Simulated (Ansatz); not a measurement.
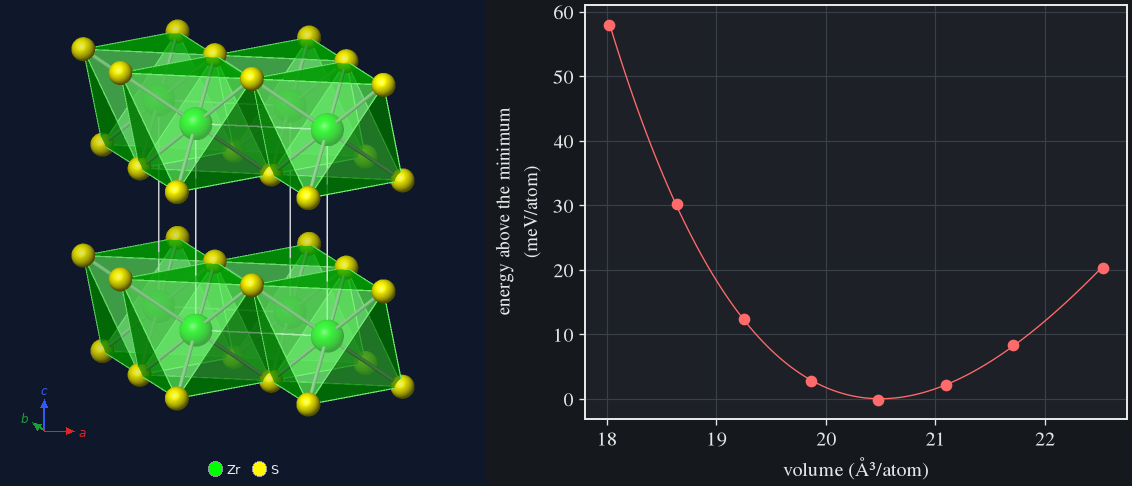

Method: third-order Birch-Murnaghan fit to density functional energies at scaled volumes of the given relaxed cell, shape and atoms relaxed at each volume; energies count from the fitted minimum; plane waves with PAW datasets, Γ-centred k mesh (Ansatz 0.2.0). Level: PBEsol with D3(BJ), no spin polarisation.

| setting | value |
| --- | --- |
| wave cutoff | 420 eV |
| k mesh | 12×12×6 |
| occupations | Gaussian |
| smearing width | 0.01 eV |

Cell as given: a = 3.578 Å, b = 3.578 Å, c = 5.541 Å, α = 90.00°, β = 90.00°, γ = 120.00°; 3 atoms.

Energy above the minimum against volume for ZrS₂, space group P-3m1 (No. 164). The conventional cell is drawn beside the plot.

A third-order Birch–Murnaghan fit gives V0 = 20.50 Å³/atom, B0 = 43.1 GPa. The energy above the minimum is 58.0 meV/atom at volume 18.022 Å³/atom and 20.3 meV/atom at 22.528 Å³/atom; the lowest computed point is at volume 20.480 Å³/atom (−0.2 meV/atom), and no other minimum shows.

Note: a crossing between the sampled k points may be missed; narrow smearing for a metal.

One of the inputs:
```
crystal:
  lattice:
    - [3.5782014737, 0.0, 0.0]
    - [-1.7891007369, 3.0988133761, 0.0]
    - [0.0, 0.0, 5.5410574271]
  atoms:
    - { symbol: Zr, position: [0.0, 0.0, 0.0] }
    - { symbol: S, position: [0.6666666667, 0.3333333333, 0.7353243474] }
    - { symbol: S, position: [0.3333333333, 0.6666666667, 0.2646756526] }
basis:
  ecutwfc: 420
kpoints:
  mp_grid: { grid: [12, 12, 6] }
hamiltonian:
  xc: pbesol
  dispersion: d3bj
scf:
  occupations: { method: gaussian, width: 0.01 }
output:
  forces: true
  stress: true
  eigenvalues: true
relax:
  adjacent_minimum: "off"
  f_tol: 0.005
  max_steps: 80
  cell: { stress_tol: 0.05 }
```

Command:
```bash
ansatz run input.yaml --threads 1 --pin off --max-ram 2560MiB --backend cpu --events-out ev --progress --plain --runs-dir out
```
